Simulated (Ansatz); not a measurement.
**Single-point calculation, with input and output: HgS**

System: HgS (F-43m, 2 atoms in the cell).
Method: DFT, r2SCAN, plane waves, PAW, no spin polarisation (Ansatz 0.2.0).

The structure was built on a prototype by a generator. The geometry comes from this level: r2SCAN.

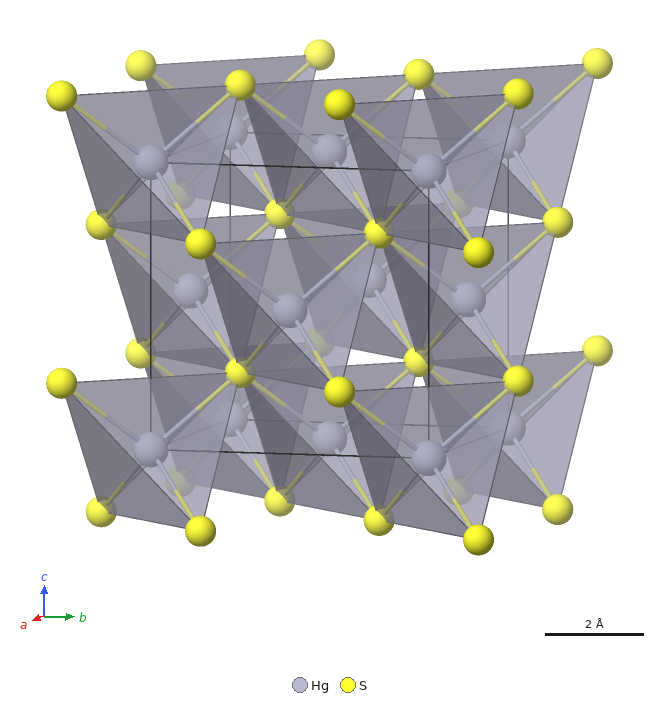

Fig. 1: The structure (polyhedral view of the cell 4 times as large as that of the calculation, set on its symmetry axes, seen slightly off an axis; polyhedra are completed across the faces of the cell).

**Summary**

```csv
quantity,value
outcome,converged
space group (tolerance 0.01 Å),F-43m (216)
electrons treated,26
free energy,−14734.0555 eV
Fermi energy,7.443 eV
band gap,none (metallic)
pressure,−0.05 GPa
largest force (length of the vector),under 0.001 eV/Å
hardware,"2 threads of Arm Neoverse V1, 24 GiB of memory available, shared host"
wall time,3.9 s (CPU time 7.5 s)
peak memory,0.45 GiB
```

**Remarks**

Spin–orbit coupling is left out, which matters for Hg.

**Input**
```yaml
crystal:
  lattice:
    - [0.0, 2.9651863012, 2.9651863012]
    - [2.9651863012, 0.0, 2.9651863012]
    - [2.9651863012, 2.9651863012, 0.0]
  atoms:
    - { symbol: Hg, position: [0.0, 0.0, 0.0] }
    - { symbol: S, position: [0.25, 0.25, 0.25] }
kpoints:
  mp_grid: { grid: [8, 8, 8] }
  band_path:
    path:
      - [0.0, 0.0, 0.0]
      - [-0.5, -0.5, 0.0]
      - [-0.375, -0.375, 0.25]
      - [-0.375, 0.0, 0.375]
      - [0.0, 0.0, 0.5]
      - [-0.5, -0.25, 0.25]
    npoints: 1
hamiltonian:
  xc: r2scan
scf:
  occupations: { method: fermi_dirac, width: 0.02 }
  n_extra_bands: 4
output:
  forces: true
  stress: true
  eigenvalues: true
```

Command:
```bash
ansatz run input.yaml --threads 2 --pin off --max-ram 3686MiB --backend cpu --events-out ev --progress --plain --runs-dir out
```

**Output**
```
scf.n_extra_bands = 4 over 13 filled bands (N_el = 26.0): the run solves 17 bands
Engine: ansatz 0.2.0, aarch64-unknown-linux-gnu
Pseudopotentials: kind: paw
Pseudopotential: Hg, paw, valence charge 20, recommended cutoff 500 eV (meta_gga), Hg.paw.azcp
Pseudopotential: S, paw, valence charge 6, recommended cutoff 500 eV (meta_gga), S.paw.azcp
Functional definition: r2SCAN
  parameter k0 = 0.174
  parameter k1 = 0.065
  parameter a1 = 4.9479
  exchange = r2scan_x(k0 = k0, k1 = k1, a1 = a1)
  correlation = r2scan_c
Crystal: 2 atoms, lattice volume = 52.142 Å³
Basis set: ecut = 500 eV, 1363 PW (Γ), exchange–correlation on 128×128×128 points (64 copies of the dense FFT grid, shifted against one another)
Bands: 17, of which v1, the nominal top of the filled ones, is band 13 counted from 1 (12 counted from 0)
Symmetry: 24 space group operations
Space group: F-43m (ITA 216), of the structure as read, at distance tolerance 3.7e-5 Å
k-points: 29 of 512 (time reversal used)
Non-local potential: Hg, projectors of the file, l = 0: 3, l = 1: 2, l = 2: 2, l = 3: 1
Non-local potential: S, projectors of the file, l = 0: 2, l = 1: 2, l = 2: 2
PAW form: soft (Blöchl's): semilocal exchange-correlation on the pseudo side does not see the compensation charge
PAW frozen core: Hg, regenerated for the run's functional (the file was generated under x = pbe(κ = 0.804, μ = 0.2195149727645171), c = pbe(β = 0.06672455060314922))
PAW frozen core: S, regenerated for the run's functional (the file was generated under x = pbe(κ = 0.804, μ = 0.2195149727645171), c = pbe(β = 0.06672455060314922))
PAW one-centre angular grid: Hg, 590 points (default); XC on 160 Gauss nodes
PAW one-centre angular grid: S, 302 points (default); XC on 160 Gauss nodes
Initial density: superposition of atomic densities (neutral atoms: chi_scale 0, normalization atom), corrected by the library's trained network
Initial wavefunctions: pseudopotential atomic-orbital guess
Functional: x = r2scan, c = r2scan; τ floored in thin density (d = 2e-4 eV/Å³)
SCF iter   1: F=—  HF=-14734.053585 eV  |F-HF|=—  |Δ(HF+E_count)|=         —  Δρ=7.56e-3  dr2=2.32e-2  dr2_τ=2.46e-2  ethr=1.77e-3  ⟨swp⟩=6.2  Hψ=2661  notcnv=0
preconditioner: auto → none  [insulator: Δε(μ)=0.962 eV  Ē_g=11.966 eV  σ=0.020 eV  W_gap=0.67  n_scr=14 (ndim 8)  ℏωp=21.8 eV  f_vac=0.134  D(μ)=0.13/eV (n_scr^D=0)  ε∞_Penn≈4.3]
SCF iter   2: F=—  HF=-14734.055760 eV  |F-HF|=—  |Δ(HF+E_count)|=   2.17e-3  Δρ=3.65e-3  dr2=3.91e-3  dr2_τ=1.59e-3  ethr=8.94e-5  ⟨swp⟩=3.0  Hψ=1126  notcnv=0
SCF iter   3: F=—  HF=-14734.055332 eV  |F-HF|=—  |Δ(HF+E_count)|=   4.27e-4  Δρ=1.93e-3  dr2=5.73e-4  dr2_τ=1.01e-4  ethr=1.50e-5  ⟨swp⟩=2.3  Hψ=830  notcnv=0
SCF iter   4: F=—  HF=-14734.055493 eV  |F-HF|=—  |Δ(HF+E_count)|=   1.60e-4  Δρ=2.27e-4  dr2=1.36e-5  dr2_τ=2.10e-6  ethr=2.20e-6  ⟨swp⟩=1.0  Hψ=494  notcnv=0
SCF iter   5: F=—  HF=-14734.055484 eV  |F-HF|=—  |Δ(HF+E_count)|=   8.90e-6  Δρ=3.55e-5  dr2=2.95e-7  dr2_τ=6.23e-8  ethr=5.23e-8  ⟨swp⟩=2.0  Hψ=755  notcnv=0
SCF iter   6: F=-14734.055485 eV  HF=-14734.055485 eV  |F-HF|=1.30e-8  |Δ(HF+E_count)|=   5.17e-7  Δρ=8.63e-6  dr2=1.79e-8  dr2_τ=6.13e-9  ethr=3.85e-10  ⟨swp⟩=6.1  Hψ=2208  notcnv=0
SCF 1 converged in 6 iterations: F = -14734.055485 eV  dr2 = 1.79e-8
  greatest PAW one-centre occupation: 1.001 electrons in one spin orbital (limit 2), on the Hg atom at site 0 (counted from 0), in its partial waves of l = 0
NSCF: frozen V_eff on 6 k-points
SCF converged after 6 iterations
Free energy (F): -14734.055485 eV
Harris-Foulkes:  -14734.055485 eV  (|F-HF|=1.30e-8)
Internal energy: -14734.055332 eV  (E = F + TS)
E sigma→0 (E₀):  -14734.055408 eV
Entropy (-TS):   -0.000153 eV (-0.077 meV/atom)
Fermi energy:    7.443468 eV
--- Per-component energies (eV) ---
  E_band       = -530.870563
  E_kinetic    = 708.081767
  E_local      = -3491.066238  (includes V_loc(G=0)·N_el)
  E_nonlocal   = 103.435711
  E_hartree    = 1485.388674
  E_xc         = -298.441210
  E_vxc        = -382.274779  (∫ρ·V_xc dr)
  E_paw        = -10580.628340  (= ΣΔE_a)
  E_vpaw       = -464.216868  (= ΣTr[D̂ρ^β])
  E_aug_tail   = 0.000384  (compensation charges beyond the density's cutoff)
  E_vtau       = 24.397607  (kinetic-family band-sum trace: ∫τ·v_τ [+ j·A + Jᵃ·Aᵃ] dr)
  E_ewald      = -2660.567384
  E_core_change = -0.258694  (= ΣΔE_core)
  E_smearing   = -0.000153  (= −TS)
  E_closure    = 0.000000  (closes the sum)
  Σ components = -14734.055485   (vs F -14734.055485, Δ=0.00e0)
--- Forces (eV/Å), atoms counted from 1 ---
  atom   1  Hg     0.00000000     0.00000000     0.00000000
  atom   2  S     -0.00000000     0.00000000    -0.00000000
  max |Σ_I F_I| component: 2.22e-16 eV/Å
--- Stress (GPa, compression-positive) ---
       -0.052165       0.000000       0.000000
        0.000000      -0.052165       0.000000
       -0.000000       0.000000      -0.052165
  P = ⅓ Tr σ = -0.0522 GPa (-0.522 kbar)
--- Band table (eV; the first three rows and the last of 29) ---
  k-point 0: bands = ["-108.9526", "-56.8178", "-56.8178", "-56.8178", "-6.0999", "0.2974", "0.2974", "0.2974", "1.1735", "1.1735", "7.2162", "7.4294", "7.4294", "7.4294", "13.9322", "13.9322", "13.9322"]
  k-point 1: bands = ["-108.9526", "-56.8179", "-56.8178", "-56.8178", "-6.0286", "0.3327", "0.3332", "0.3332", "1.1715", "1.1715", "6.0111", "7.2850", "7.2850", "8.3999", "13.4823", "14.1347", "14.1347"]
  k-point 2: bands = ["-108.9526", "-56.8181", "-56.8178", "-56.8178", "-5.8524", "0.4127", "0.4127", "0.5019", "1.1800", "1.1800", "4.5369", "6.9511", "6.9511", "9.0808", "13.3831", "14.4966", "14.4966"]
  k-point 28: bands = ["-108.9526", "-56.8184", "-56.8182", "-56.8181", "-5.4259", "0.6445", "0.7674", "1.0830", "1.1143", "1.8917", "2.3940", "4.7545", "5.1682", "11.4694", "13.0542", "14.6542", "15.6449"]
```
